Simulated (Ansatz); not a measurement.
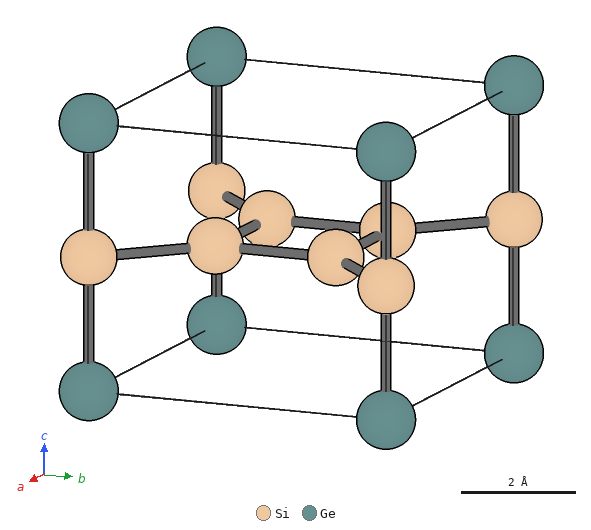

Ball-and-stick drawing of the structure, looking slightly off an axis. Atoms at the boundary of the conventional unit cell (the box) are drawn once for each face, edge or corner they touch. Cell: a = 5.69 Å, b = 5.69 Å, c = 4.84 Å, α = 90.00°, β = 90.00°, γ = 90.00°.

The cell started as a random cell made by a generator, so it need not be a real form of the compound. Earlier steps of the study may have refined or changed the cell and positions. A calculation with Ansatz used it as input.

Question: State composition, symmetry and coordination.

Answer: The structure is one of Si5Ge. The symmetry is that of P4/mmm (No. 123), on a primitive tetragonal lattice. Content of the cell: 5 Si, 1 Ge (Z = 1). Ge bonds to two Si in a linear arrangement at about 2.4 Å. Si takes two kinds of site: 4k with three Si at about 2.3 to 2.4 Å; 1b with four Si and two Ge in an octahedral arrangement (about 2.4 Å to Si, 2.4 Å to Ge). The bonds build a three-dimensional framework.

Results below were computed with Ansatz 0.2.0, DFT PBE, scalar-relativistic, plane waves, PAW; the settings were plane-wave cutoff 420 eV, Brillouin-zone sampling on an 8×8×8 mesh, Gaussian smearing of 0.1 eV, no spin polarisation.

Question: Classify it as metallic or gapped, with the value.

Answer: A metal: bands cross the Fermi level.

Question: Give the Bader charge of each element.

Answer: Si -0.09 to +0.42 e; Ge -0.08 e.

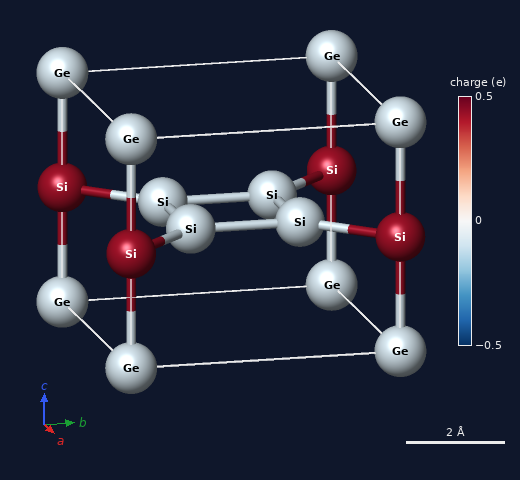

The atoms coloured by those charges. The run's cell of 6 atoms is drawn.

Question: Can this geometry be taken as optimised?

Answer: Yes. All forces vanish to within 0.01 eV/Å. The pressure is 0.0 GPa, close to zero.
